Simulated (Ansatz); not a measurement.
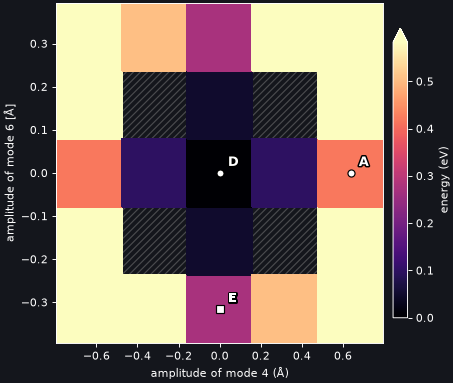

CoO (R-3m, No. 166; 2 atoms in the cell). The energy is mapped over two normal modes frozen in (zone-centre modes of the 2-atom cell of this scan). First axis: amplitude of mode 4 (97 cm⁻¹), largest displacement. Second axis: amplitude of mode 6 (200 cm⁻¹), largest displacement. Nothing is relaxed (the cell and all other modes fixed). Grid: 5 × 5 points; 11 points were computed and 10 follow by symmetry. At 4 points there is no value. Points are written as (first, second). All energies are given in eV per cell relative to the lowest grid point. The magnetic moment jumps between some neighbouring points. The electronic state followed may not be the lowest one. Level of theory: DFT PBE, scalar-relativistic, plane waves, PAW in Ansatz 0.2.0. Settings: cutoff 520 eV, k-mesh 18×18×18, gaussian smearing 0.15 eV, spin-polarised.

The picture shows one coloured cell a grid point, one colour for all values above the top of the scale, hatched blanks where no value was computed, lettered points.

Question: Rank the lettered points by energy, lowest first.

Answer: D (0.00 eV), E (0.27 eV), A (0.42 eV).

PAW datasets: the set soft_1.
